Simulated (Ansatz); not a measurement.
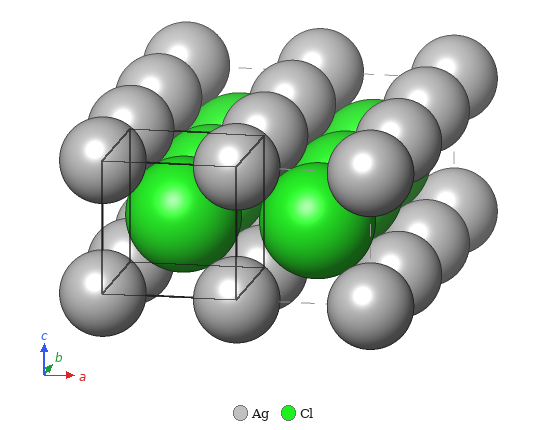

Figure: space-filling view slightly off an axis. The solid frame is a single conventional unit cell within a 2×3×1 block.

- The stoichiometry is AgCl.
- Space group Pm-3m (No. 221), lattice primitive cubic.
- This arrangement goes by the name caesium chloride (CsCl, B2) type.
- In the cell are 1 Ag, 1 Cl, which makes 1 formula unit.
- Ag sits among eight Cl in a cubic arrangement. Cl bonds to eight Ag in a cubic arrangement.

It derives from a structure listed in the Materials Project. Earlier steps of the study may have refined or changed the cell and positions. Ansatz was used for an electronic-structure calculation on it.
